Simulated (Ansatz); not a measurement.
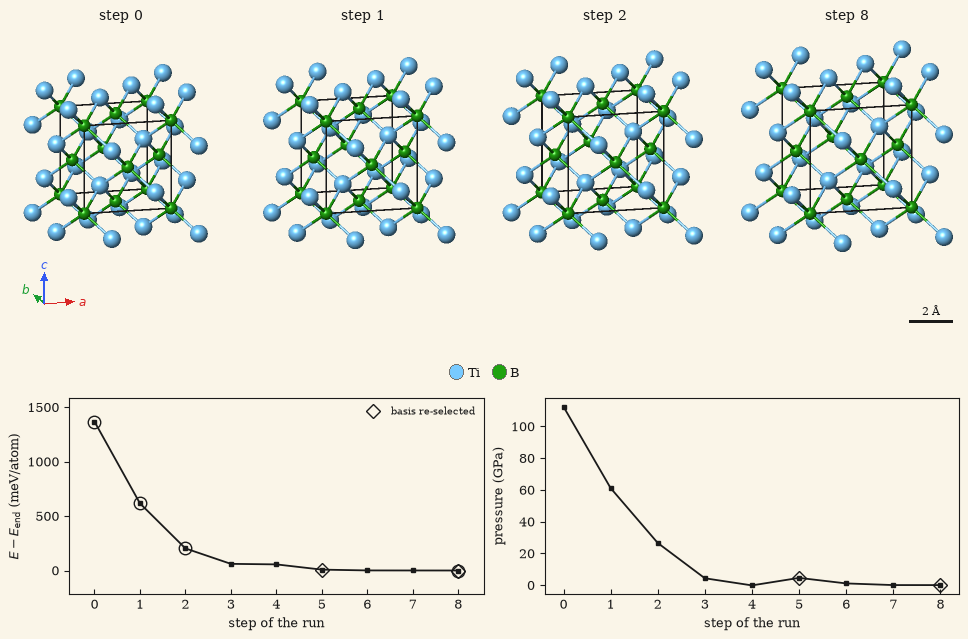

Frames of a relaxation of a crystal of TiB (set up in F-43m) (coarse preliminary run), marked on the history of the run. A ball-and-stick model of the conventional cell (4 times the calculation's cell), seen slightly off an axis. Lengths and directions refer to the drawn axes.

Computed with DFT PBEsol, scalar-relativistic, plane waves, PAW in Ansatz 0.2.0. Settings: plane-wave cutoff 420 eV; k-point mesh 8 × 8 × 8; occupations gaussian; smearing width 0.1 eV; no spin polarisation; cell and atoms relaxed; force threshold 0.05 eV/Å; at most 80 steps.

**What happens along the run?**

The atoms keep their places relative to the cell (all moves are under 0.005 Å). Cell: a = b = c 4.202 → 4.907 Å (+16.8 %). Volume +59.2 %. Near-neighbour distances that change, for instance: Ti–Ti 2.971 → 3.470 Å, B–Ti 1.820 → 2.125 Å. The space group stays F-43m (No. 216). After 6 accepted moves (8 points after the start) the energy has fallen by 1368 meV per atom. All forces vanish by symmetry, so only the cell relaxes. Pressure: 112.45 GPa at the start and 0.06 GPa at the end. The SCF was repeated twice at an unchanged geometry on a basis and grid sized afresh for the cell, which shifted the energy by 48.2 meV per atom at most. Cost: 6.3 s on 1 thread of Intel(R) Xeon(R) 6975P-C (Granite Rapids), on a shared host, peak memory 0.35 GiB. From step 0 to 1: volume +15.3 %, energy −751 meV per atom. From step 1 to 2: volume +14.6 %, energy −414 meV per atom. From step 2 to 8: volume +20.4 %, energy −203 meV per atom.
